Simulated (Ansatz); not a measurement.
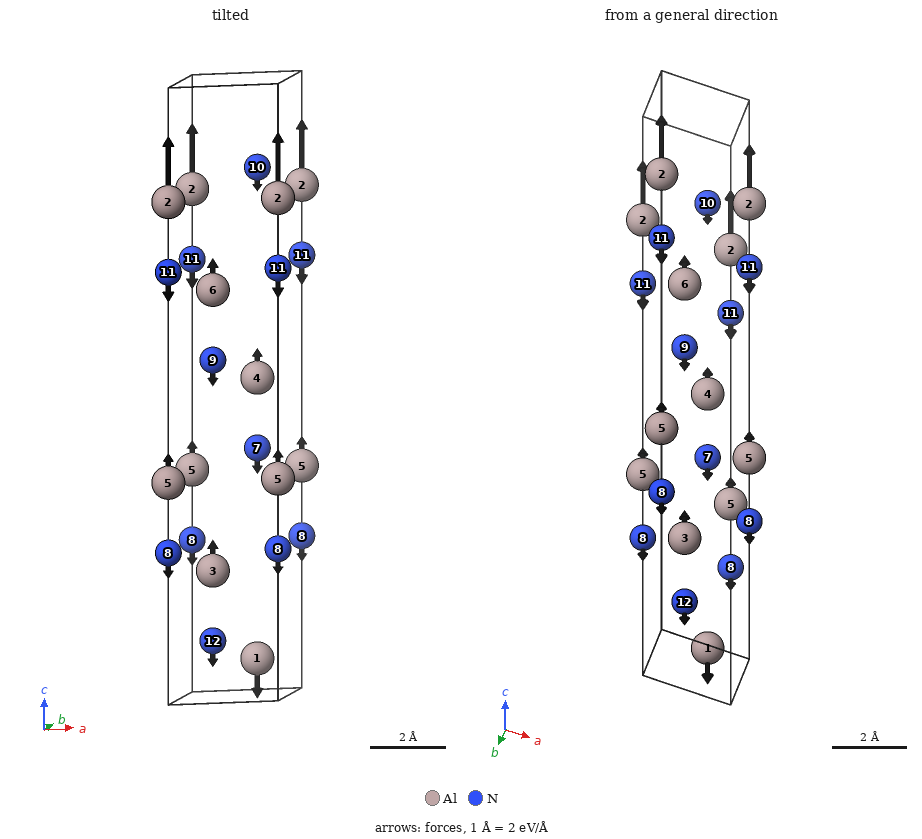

A spheres-only rendering, viewed slightly off an axis and from a general direction. The frame is the simulation cell; atoms at its boundary are shown with their periodic copies. The arrows are the computed forces on the atoms.

System: AlN. The numbers come from Ansatz, DFT r2SCAN, scalar-relativistic, plane waves, PAW, using a cutoff energy of 500 eV, an 8×8×2 grid in reciprocal space, Gaussian smearing of 0.05 eV, no spin polarisation.

Is the structure at a minimum of the energy?

No. The atoms still feel forces of up to about 2.7 eV/Å, far above a usual threshold of 0.01 to 0.03 eV/Å.

Name the atom under the greatest force.

Al2, about 2.7 eV/Å.

The structure comes from a structure listed in the Materials Project. The cell was then strained or its atoms displaced on purpose. An electronic-structure calculation with Ansatz was run on it.
